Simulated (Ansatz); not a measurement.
**Geometry relaxation, with input and output: GaP (part 3 of 3)**

The same run, continued: GaP (4 atoms in the cell); DFT PBEsol, scalar-relativistic, plane waves, PAW, spin-polarised (Ansatz 0.2.0); cutoff 420 eV, 1×1×15 k-mesh, Gaussian smearing of 0.05 eV, collinear spins. The structure derives from an entry of the Crystallography Open Database. It belongs to a series of runs on one base structure; here: ladder chain of atoms.

Geometry of the input (Å; fractional positions):
```
11.2000  0.0000  0.0000
0.0000  9.3000  0.0000
0.0000  0.0000  4.2389
Ga 0.4007  0.5000  0.0000
P  0.4007  0.5000  0.5000
P  0.5993  0.5000  0.0000
Ga 0.5993  0.5000  0.5000
```

```
basis re-selected at this cell: Δ(F+E_penalty+E_count) = -1.093e-3 eV, ΔP = +0.003 GPa vs the last step (what re-selecting the basis moved, of the pressure what is left beyond the Pulay correction that the steps carried, after the strain that the cell walked since its last selection, with what the two solves' SCF thresholds leave and, on support functions, any second-order correction that the steps lacked; it is no measure of the basis error at this ecutwfc). This SCF's stress stands 1.82e-3 GPa from its target on what of the cell is left free (relax.cell.stress_tol is 3.00e-2 GPa) and its largest allowed force component is 7.35e-3 eV/Å (relax.f_tol is 1.00e-2 eV/Å): within both
WARN: The output density's exchange-correlation potential varies sharply where the density is thin. Do not read a vacuum level from v_tot or v_xc, or from such a field of the output density. On a cell that repeats whose density bears no net charge and no dipole along the vacuum's axis use v_es (v_loc + v_h of the components); under efield.dipole_correction with no amplitude use v_es + v_field, which holds any external_charges[].barrier, or the levels of the report's work_function block, which leave it out; under a non-zero efield.amplitude the vacuum is tilted and has no level; on a cell that repeats and bears such a dipole with no correction it is tilted too, and efield.dipole_correction with no amplitude gives each side of its ramp a level where efield: is served; in a cell that repeats whose density bears a net charge (total_charge, or a fill off its count) it is curved and has none; of a slab under crystal.periodic whose density bears no net charge use v_es, which has a level on each side, short of where the two are joined; of another it falls or rises all the way out and has none; of a slab beside external_charges read slab_vacuum_level instead, which it has where they leave it neutral. The grid or the basis barely resolves most such structure, and the values can differ between equally converged runs; as a rule a tighter scf.convergence.dr2_threshold does not remove it. Where the density itself ripples (under the LDA too) a higher basis.ecutwfc lessens it. The files hold the spikes' plane waves up to the density's cutoff. Files: v_tot_of_output_density and the like, and their columns of v_z.tsv (output.write_potential); v_xc_of_output_density and the like, and their columns of v_comp_z.tsv (output.write_potential_components). Measured: with its Gaussian average of σ = 0.25 Å subtracted twice, the exchange-correlation potential is over 0.1 eV at 2726 of the grid points where the equally averaged density (valence and model cores) is under 1e-3 e/Å³, and 1.01 eV at the most among them, at an averaged density of 2.3e-5 e/Å³. The input density's (outcome.potential() and, of a run that writes arrays, v_tot and v_xc) is over 0.1 eV, so measured, at 2798 points of its own thin density, 1.03 eV at the most. See output.write_potential in the manual, Limitations
SCF converged after 12 iterations
Magnetization: 0.0000 μB (18.0000 up, 18.0000 down)
Absolute magnetization: 0.0000 μB (∫|ρ↑−ρ↓|, with the PAW one-centre terms)
Spin contamination: 0.0000 ħ² per cell (⟨S²⟩ above its minimum at these occupations)
Per-site moments (μB) at R_I (Å): [(2.2676050112548718e-10, 0.9456445380505857), (-1.917942081561473e-10, 0.9456445380505857), (-1.9179447122601058e-10, 0.9456445380505856), (2.2676034068081893e-10, 0.9456445380505856)]
Free energy (F): -8963.915026 eV
Harris-Foulkes:  -8963.915026 eV  (|F-HF|=3.46e-11)
Internal energy: -8963.915026 eV  (E = F + TS)
E sigma→0 (E₀):  -8963.915026 eV
Fermi energy:    -2.994510 eV
--- Per-component energies (eV) ---
  E_band       = -483.169940
  E_kinetic    = 367.858867
  E_local      = -10465.888011  (includes V_loc(G=0)·N_el)
  E_nonlocal   = 919.627885
  E_hartree    = 4881.648718
  E_xc         = -255.689881
  E_vxc        = -232.819891  (∫ρ·V_xc dr)
  E_paw        = -5005.805467  (= ΣΔE_a)
  E_vpaw       = -835.246183  (= ΣTr[D̂ρ^β])
  E_aug_tail   = -0.000229  (compensation charges beyond the density's cutoff)
  E_ewald      = 592.514944
  E_core_change = 1.818148  (= ΣΔE_core)
  E_smearing   = -0.000000  (= −TS)
  E_closure    = -0.000000  (closes the sum)
  Σ components = -8963.915026   (vs F -8963.915026, Δ=0.00e0)
--- Forces (eV/Å), atoms counted from 1 ---
  atom   1  Ga     0.00320900     0.00000000     0.00000000
  atom   2  P      0.00734962     0.00000000     0.00000000
  atom   3  P     -0.00734962     0.00000000     0.00000000
  atom   4  Ga    -0.00320900     0.00000000     0.00000000
  max |Σ_I F_I| component: 0.00e0 eV/Å
--- Stress (GPa, compression-positive) ---
       -0.011497       0.000000       0.000000
        0.000000       0.015008       0.000000
        0.000000       0.000000       0.001815
  P = ⅓ Tr σ = 0.0018 GPa (0.018 kbar)
--- Band table (eV; the first three rows and the last of 16) ---
  k-point 0 ↑: bands = ["-18.3216", "-18.2926", "-18.1120", "-18.0333", "-17.9693", "-17.9568", "-17.9365", "-17.9266", "-17.9077", "-17.8762", "-14.5662", "-12.3342", "-7.2185", "-6.9973", "-5.6575", "-5.3632", "-5.0171", "-3.4571", "-2.7422", "-2.5006", "1.0426", "1.3878", "1.6957"]
  k-point 1 ↑: bands = ["-18.3180", "-18.2870", "-18.1091", "-18.0336", "-17.9719", "-17.9565", "-17.9347", "-17.9260", "-17.9122", "-17.8764", "-14.5443", "-12.3311", "-7.6068", "-7.0151", "-5.3299", "-5.2253", "-5.1995", "-3.4376", "-2.7569", "-2.1837", "1.0774", "1.3385", "1.4308"]
  k-point 2 ↑: bands = ["-18.3076", "-18.2711", "-18.1006", "-18.0343", "-17.9786", "-17.9558", "-17.9306", "-17.9247", "-17.9244", "-17.8777", "-14.4782", "-12.3280", "-8.2629", "-7.1091", "-5.5993", "-5.2305", "-4.3633", "-3.3827", "-2.7701", "-1.4453", "0.8586", "1.1796", "1.1825"]
  k-point 7 ↓: bands = ["-18.2001", "-18.1868", "-18.0292", "-18.0273", "-18.0215", "-18.0195", "-17.9335", "-17.9212", "-17.9149", "-17.9147", "-13.4434", "-13.1269", "-9.4416", "-9.1497", "-5.0093", "-4.6457", "-3.9008", "-3.5741", "-0.8797", "-0.6423", "1.0079", "1.3194", "2.0317"]
--- Relaxed structure (7 steps of the walk, 7 accepted, 1 SCFs on fresh bases) ---
  F+E_penalty+E_count = -8963.91502619 eV   max|allowed force component| = 7.350e-3 eV/Å   (the final SCF, on the basis selected at the relaxed cell)
  cell:  # Å, volume = 457.6813 Å³
    - [11.2, 0.0, 0.0]
    - [0.0, 9.3, 0.0]
    - [0.0, 0.0, 4.394021353161778]
  atoms:
    - { symbol: Ga, position: [0.42491477253062526, 0.5, 0.0] }
    - { symbol: P, position: [0.3664636385961786, 0.5, 0.5] }
    - { symbol: P, position: [0.6335363614038213, 0.5, 0.0] }
    - { symbol: Ga, position: [0.5750852274693747, 0.5, 0.5] }
--- Löwdin populations: 4 sites ---
  site symbol       q [e]    m [muB]
     0     Ga     12.7124     0.0000
     1      P      5.1561    -0.0000
     2      P      5.1561    -0.0000
     3     Ga     12.7124     0.0000
  spilling = 0.007308 (of n_electrons = 36.000000)
```

File populations.tsv:
```
# site	symbol	l	j	q_up	q_dn
# orbitals = lowdin
# n_electrons = 36.000000
# spilling = 0.007308
0	Ga	0_4S	-	0.561602	0.561602
0	Ga	1_4P	-	0.802292	0.802292
0	Ga	2_3D	-	4.992303	4.992303
1	P	0_3S	-	0.723175	0.723175
1	P	1_3P	-	1.854860	1.854860
2	P	0_3S	-	0.723175	0.723175
2	P	1_3P	-	1.854860	1.854860
3	Ga	0_4S	-	0.561602	0.561602
3	Ga	1_4P	-	0.802292	0.802292
3	Ga	2_3D	-	4.992303	4.992303
```

Trajectory as extended XYZ (Å, eV, eV/Å), 8 frames, from step=1 to step=8:
```
4
Lattice="11.2000 0.0000 0.0000 0.0000 9.3000 0.0000 0.0000 0.0000 4.2389" Properties=species:S:1:pos:R:3:forces:R:3 step=1 energy=-8963.01889 pressure_GPa=2.68
Ga    4.4873    4.6500    0.0000   -0.9363   0.0000   0.0000
P     4.4873    4.6500    2.1194   -1.6655   0.0000   0.0000
P     6.7127    4.6500    0.0000    1.6655   0.0000   0.0000
Ga    6.7127    4.6500    2.1194    0.9363   0.0000   0.0000
4
Lattice="11.2000 0.0000 0.0000 0.0000 9.3000 0.0000 0.0000 0.0000 4.4062" Properties=species:S:1:pos:R:3:forces:R:3 step=2 energy=-8963.61045 pressure_GPa=0.75
Ga    4.4959    4.6500    0.0000    0.1195   0.0000   0.0000
P     4.4025    4.6500    2.2031   -0.6159   0.0000   0.0000
P     6.7975    4.6500    0.0000    0.6159   0.0000   0.0000
Ga    6.7041    4.6500    2.2031   -0.1195   0.0000   0.0000
4
Lattice="11.2000 0.0000 0.0000 0.0000 9.3000 0.0000 0.0000 0.0000 4.4964" Properties=species:S:1:pos:R:3:forces:R:3 step=3 energy=-8963.86525 pressure_GPa=-0.16
Ga    4.6511    4.6500    0.0000    0.3006   0.0000   0.0000
P     4.2173    4.6500    2.2482   -0.0400   0.0000   0.0000
P     6.9827    4.6500    0.0000    0.0400   0.0000   0.0000
Ga    6.5489    4.6500    2.2482   -0.3006   0.0000   0.0000
4
Lattice="11.2000 0.0000 0.0000 0.0000 9.3000 0.0000 0.0000 0.0000 4.4864" Properties=species:S:1:pos:R:3:forces:R:3 step=4 energy=-8963.87544 pressure_GPa=-0.45
Ga    4.7676    4.6500    0.0000   -0.0477   0.0000   0.0000
P     4.0921    4.6500    2.2432    0.2925   0.0000   0.0000
P     7.1079    4.6500    0.0000   -0.2925   0.0000   0.0000
Ga    6.4324    4.6500    2.2432    0.0477   0.0000   0.0000
4
Lattice="11.2000 0.0000 0.0000 0.0000 9.3000 0.0000 0.0000 0.0000 4.3290" Properties=species:S:1:pos:R:3:forces:R:3 step=5 energy=-8963.90413 pressure_GPa=0.24
Ga    4.7871    4.6500    0.0000   -0.1129   0.0000   0.0000
P     4.0796    4.6500    2.1645   -0.1404   0.0000   0.0000
P     7.1204    4.6500    0.0000    0.1404   0.0000   0.0000
Ga    6.4129    4.6500    2.1645    0.1129   0.0000   0.0000
4
Lattice="11.2000 0.0000 0.0000 0.0000 9.3000 0.0000 0.0000 0.0000 4.3929" Properties=species:S:1:pos:R:3:forces:R:3 step=6 energy=-8963.91380 pressure_GPa=-0.02
Ga    4.7608    4.6500    0.0000    0.0120   0.0000   0.0000
P     4.0998    4.6500    2.1964    0.0323   0.0000   0.0000
P     7.1002    4.6500    0.0000   -0.0323   0.0000   0.0000
Ga    6.4392    4.6500    2.1964   -0.0120   0.0000   0.0000
4
Lattice="11.2000 0.0000 0.0000 0.0000 9.3000 0.0000 0.0000 0.0000 4.3940" Properties=species:S:1:pos:R:3:forces:R:3 step=7 energy=-8963.91393 pressure_GPa=-0.00
Ga    4.7590    4.6500    0.0000    0.0033   0.0000   0.0000
P     4.1044    4.6500    2.1970    0.0071   0.0000   0.0000
P     7.0956    4.6500    0.0000   -0.0071   0.0000   0.0000
Ga    6.4410    4.6500    2.1970   -0.0033   0.0000   0.0000
4
Lattice="11.2000 0.0000 0.0000 0.0000 9.3000 0.0000 0.0000 0.0000 4.3940" Properties=species:S:1:pos:R:3:forces:R:3 step=8 energy=-8963.91503 pressure_GPa=0.00
Ga    4.7590    4.6500    0.0000    0.0032   0.0000   0.0000
P     4.1044    4.6500    2.1970    0.0073   0.0000   0.0000
P     7.0956    4.6500    0.0000   -0.0073   0.0000   0.0000
Ga    6.4410    4.6500    2.1970   -0.0032   0.0000   0.0000
```

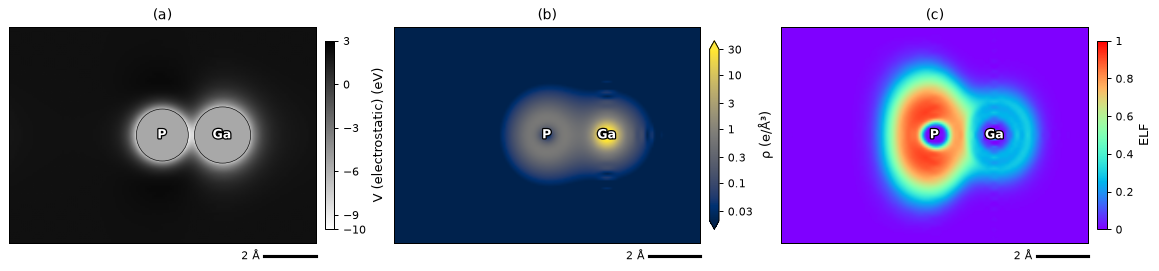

Fig. 1: (a) electrostatic potential energy of an electron; (b) valence electron density; (c) ELF on the (001) plane of the calculation cell, a cut from vacuum to vacuum. Grey discs, where drawn, cover atomic cores. The section cuts through P and Ga sites. Ga–P (2.34 Å): ρ at the midpoint is about 0.55 e/Å³; the ELF is about 0.65 at the midpoint. The density dies away to nearly zero in the vacuum. The fields are those of the smooth PAW valence density.

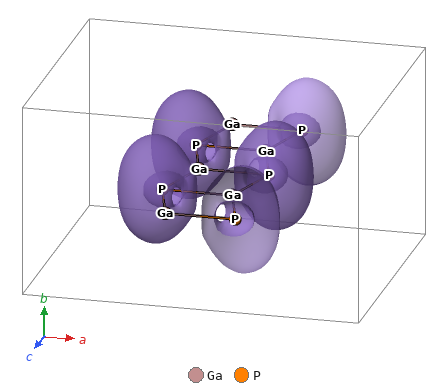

Fig. 2: Isosurface of the ELF at 0.7 (purple), seen from the side, at a tilt. Only the valence region is drawn (cores and ρ < 0.01 e/Å³ removed). Sticks mark near contacts. Counts are for one cell; the picture repeats the cell along the surface.  Values along the shortest contacts: Ga–P (2.29 Å): the ELF is about 0.60 at the midpoint. Ga–P (2.34 Å): the ELF is about 0.65 at the midpoint.

Key numbers:

```json
{"quantity": "outcome", "value": "converged"}
{"quantity": "electrons treated", "value": "36"}
{"quantity": "free energy", "value": "−8963.9150 eV"}
{"quantity": "Fermi energy", "value": "−2.995 eV"}
{"quantity": "gap on the k-point mesh", "value": "0.45 eV"}
{"quantity": "net moment of the cell", "value": "0.00 μB"}
{"quantity": "integrated absolute moment", "value": "0.00 μB"}
{"quantity": "final volume", "value": "457.68 Å³"}
{"quantity": "largest force (length of the vector) at the end", "value": "0.007 eV/Å"}
{"quantity": "wall time", "value": "25 s (CPU time 50 s)"}
{"quantity": "peak memory", "value": "0.81 GiB"}
```

The program warns: some starting moments were not kept; the exchange-correlation potential is rough where the density is thin.
